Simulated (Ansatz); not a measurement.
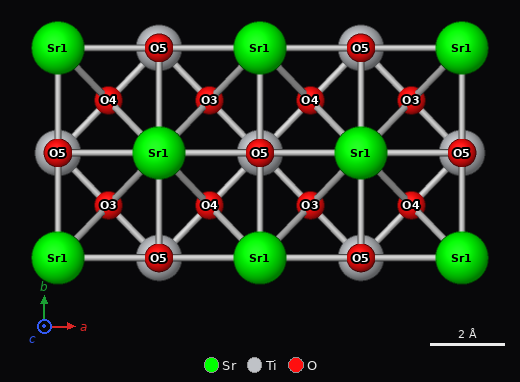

Crystalline SrTiO3 (set up in Cmmm), before the relaxation. Style: ball-and-stick. Shown: the conventional cell (2 times the calculation's cell), repeated 2 × 1 × 1 with one cell outlined, along the c axis. Lengths and directions refer to the drawn axes.

Case: film's bulk on the substrate's plane, third vector and atoms relaxed.

These are results of Ansatz, DFT PBE, scalar-relativistic, plane waves, PAW, not measurements.

Input file:
```yaml
crystal:
  lattice:
    - [3.8677060746, 0.0, 0.0]
    - [0.0, 5.469762386, 0.0]
    - [0.0, -2.734881193, 2.8428896625]
  atoms:
    - { symbol: Sr, position: [0.0, 0.0, 0.0] }
    - { symbol: Ti, position: [0.5, 0.5, 0.0] }
    - { symbol: O, position: [0.5, 0.0, 0.5] }
    - { symbol: O, position: [0.5, 0.5, 0.5] }
    - { symbol: O, position: [0.0, 0.5, 0.0] }
basis:
  ecutwfc: 420
kpoints:
  mp_grid: { grid: [7, 5, 9] }
hamiltonian:
  xc: pbe
scf:
  occupations: { method: gaussian, width: 0.02 }
output:
  forces: true
  stress: true
  eigenvalues: true
relax:
  adjacent_minimum: "off"
  f_tol: 0.01
  max_steps: 50
  cell: { fix: [a, b, gamma], stress_tol: 0.1 }
```

Launched with:
```bash
ansatz run input.yaml --threads 4 --pin off --max-ram 10240MiB --backend cpu --events-out ev --progress --plain --runs-dir out
```

Q: Where does the relaxation end?

A: After 2 accepted moves (3 points after the start) the energy has fallen by 6.3 meV per cell of the calculation. All forces vanish by symmetry, so only the cell relaxes. Pressure: 2.64 GPa at the start and 4.39 GPa at the end. The SCF was repeated once at an unchanged geometry on a basis and grid sized afresh for the cell, which shifted the energy by 1.8 meV per cell of the calculation at most. No atom moves by more than 0.005 Å relative to the cell. The volume changes by −1.0 %, with a unchanged at 5.470 Å, b 5.686 → 5.630 Å (−1.0 %), c unchanged at 3.868 Å. Near-neighbour distances that change, for instance: Sr1–O5 2.843 → 2.815 Å, Sr1–Ti2 3.438 → 3.415 Å, Ti2–O3 1.972 → 1.962 Å, Sr1–O3 2.762 → 2.755 Å. The space group stays Cmmm (No. 65).

After the run, drawn alike:

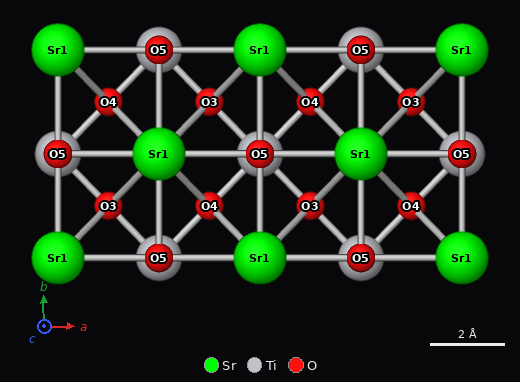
